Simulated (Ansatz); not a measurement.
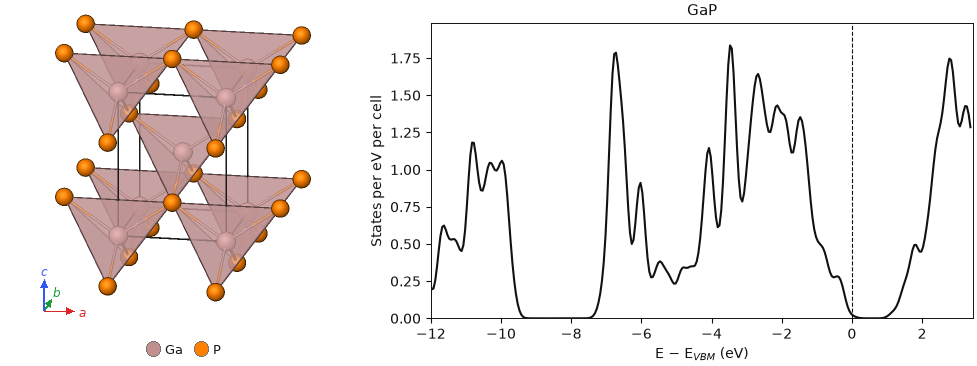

Density of states, beside the structure. Energies are counted from the top of the valence band. The curve is built from the levels of the k mesh with Gaussians 0.3 eV wide, which also blur the band edges.

The material is GaP, space group I-4m2, 2 atoms in the cell, zincblende type, uniaxial (x) strain −4.1%; a = 3.85 Å, b = 3.78 Å, c = 3.78 Å, α = 61.36°, β = 59.32°, γ = 59.32°.

Level of theory: DFT, PBE, plane waves, PAW, no spin polarisation, 8×8×8 k mesh, 420 eV cutoff; code Ansatz.

Metal or insulator, going by the density of states?

Answer. There is a gap; over the k points computed it is 1.17 eV (indirect; the smallest direct gap is 2.01 eV).

How wide is the upper valence band?

Answer. The upper group of valence states starts about 7.2 eV under the valence-band top, with a gap beneath it; it holds about 6 electrons a cell.

The cell is at 6 GPa in this functional.
